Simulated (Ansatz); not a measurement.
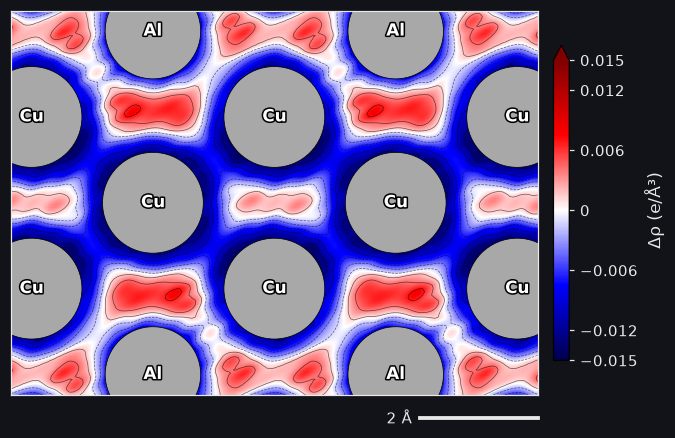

AlCu₃. Difference of the valence pseudo-densities of two functionals at the same geometry, on the (011̄) plane of the calculation cell: r2SCAN less LDA.

Both computed with Ansatz (plane waves, PAW), on the same k-point mesh. Grey discs cover the atomic cores.

```
Al Cu
1.0
     0.00000    2.92719    2.92719
     2.92719    0.00000    2.92719
     2.92719    2.92719    0.00000
Al Cu
1 3
Direct
  0.00000 0.00000 0.00000
  0.50000 0.50000 0.50000
  0.25000 0.25000 0.25000
  0.75000 0.75000 0.75000
```

Q: What does the difference map show?

A: Against LDA, r2SCAN gives less density around Cu (−0.010 e/Å³ on average at 1.0 Å from the nucleus) and a change of −0.008 e/Å³ at the midpoint of Cu–Cu.
